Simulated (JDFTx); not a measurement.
## Energy of BaTe along an even scaling of the cell

System: BaTe (Fm-3m, 2 atoms in the cell).
Method: Kohn-Sham DFT of a periodic cell, PBEsol, PseudoDojo-SR-PBEsol-0.4.1-standard, no spin polarisation (JDFTx 1.7.0 (patched build)).

The 7 runs differ only in the geometry, by an even scaling of the cell at fixed fractional positions. The structure derives from an entry of the Crystallography Open Database.

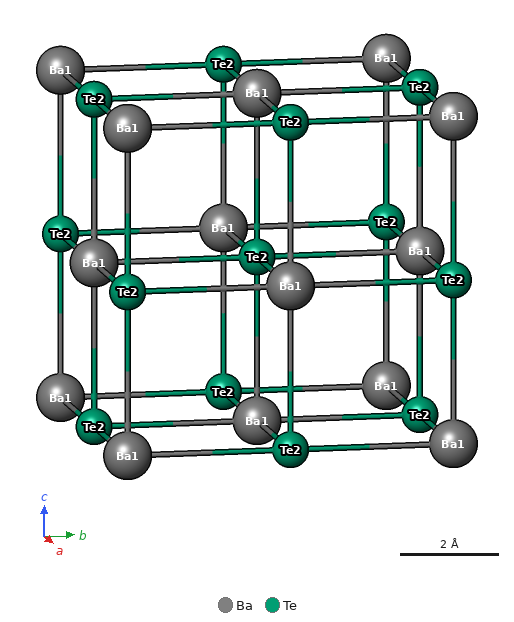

Figure 1. The structure of run 4 (ball-and-stick view of the cell 4 times as large as that of the calculation, set on its symmetry axes, seen slightly off an axis; atoms are numbered from 1 in the order of the input). An atom can appear more than once, as a periodic image.

## The input of run 4
```
include BaTe.lattice
coords-type Lattice
include BaTe.ionpos

ion-species pseudo/Ba.upf
ion-species pseudo/Te.upf
elec-cutoff 40 320
elec-ex-corr gga-PBEsol
kpoint-folding 7 7 7
elec-smearing Fermi 0.0018374661
elec-n-bands 19
electronic-SCF nIterations 100 energyDiffThreshold 1e-09
electronic-minimize nIterations 30 energyDiffThreshold 1e-7
forces-output-coords Cartesian

dump-name run.$VAR
dump End Ecomponents EigStats BandEigs Kpoints Forces Stress
```

## File BaTe.lattice of run 4
```
lattice \
    0.0000000000     6.4439660850     6.4439660850 \
    6.4439660850     0.0000000000     6.4439660850 \
    6.4439660850     6.4439660850     0.0000000000
```

## File BaTe.ionpos of run 4
```
ion Ba     0.0000000000     0.0000000000     0.0000000000 1
ion Te     0.5000000000     0.5000000000     0.5000000000 1
```

Command:
```bash
jdftx -c 2 -i BaTe.in -o BaTe.out
```

Lattice vectors (Å) and fractional positions of run 4:
```
   0.000000    3.410000    3.410000
   3.410000    0.000000    3.410000
   3.410000    3.410000    0.000000
Ba  0.000000  0.000000  0.000000
Te  0.500000  0.500000  0.500000
```

Run 5 differs from it as follows:
```diff
-    0.0000000000     6.4439660850     6.4439660850 \
-    6.4439660850     0.0000000000     6.4439660850 \
-    6.4439660850     6.4439660850     0.0000000000
+    0.0000000000     6.4866426008     6.4866426008 \
+    6.4866426008     0.0000000000     6.4866426008 \
+    6.4866426008     6.4866426008     0.0000000000
```

## Results, with one run withheld

```tsv
run	volume per atom (Å³)	free energy per atom, from the lowest run given (meV)	pressure (GPa)	gap on the mesh (eV)
1	37.273	66.89	5.00	1.17
2	38.066	44.76	3.94	1.23
3	38.859	27.64	2.98	1.28
4	39.652	15.02	2.11	1.34
5	40.445	?	?	?
6	41.238	1.58	0.63	1.43
7	42.031	0.00	0.00	1.47
```

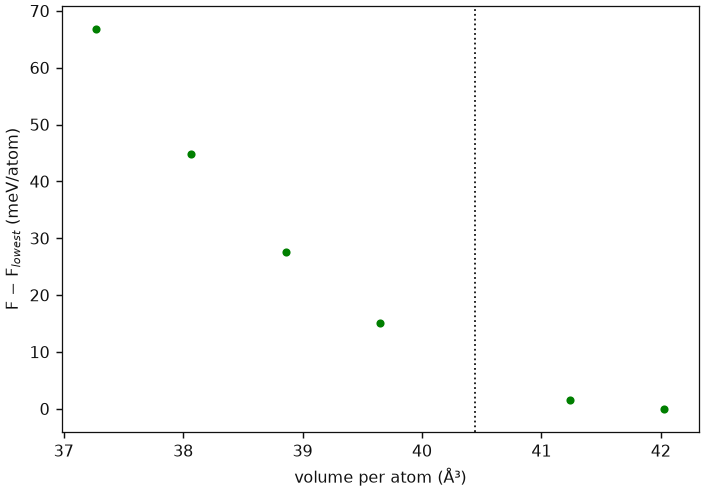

Figure 2. Free energy per atom of the runs given; the dotted line marks run 5.

What should run 5 give?

A cubic polynomial in V^(−2/3) (the Birch–Murnaghan form), fitted to the 6 runs given, misses them by under 0.01 meV per atom. With x = V^(−2/3) − 0.08628 Å⁻², it reads F = 17.716 + 9966.1 x + 1.4134e+06 x² + 3.3228e+06 x³ (meV per atom). At run 5 it gives 6.47 meV per atom, and the run itself gives 6.47. The slope of the fit gives a pressure −dF/dV of 1.35 GPa there, and the run prints 1.33 GPa. The fit has no minimum inside this range. The gap on the mesh goes, without turning, from 1.17 eV in run 1 to 1.47 eV in run 7; run 5 has 1.38 eV. These are gaps of this functional on this mesh, which can miss the band edges; they aren't the measured gap.

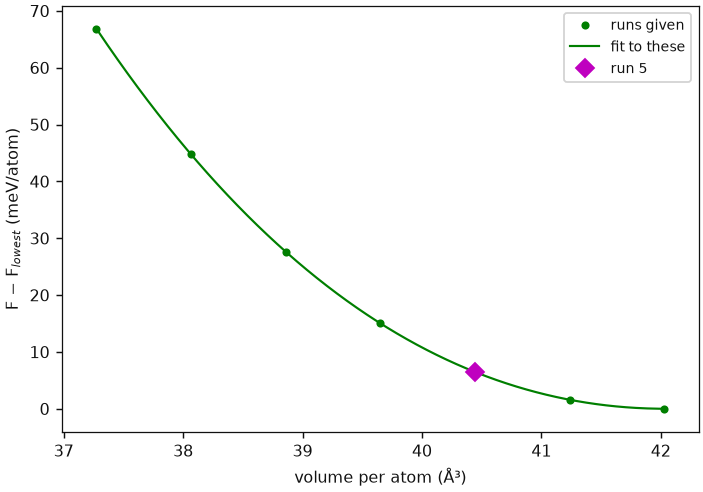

Figure 3. The fit and the withheld run.

## Some lines of the output (run 5)
```
[...]
unit cell volume = 545.871
     Etot =     -119.2036625863934773
        F =     -119.2036625878220377
	HOMO-LUMO gap: +0.050875
	Optical gap  : +0.064729 at state 14 ( [ +0.000000 +0.428571 +0.428571 ] spin 0 )
```
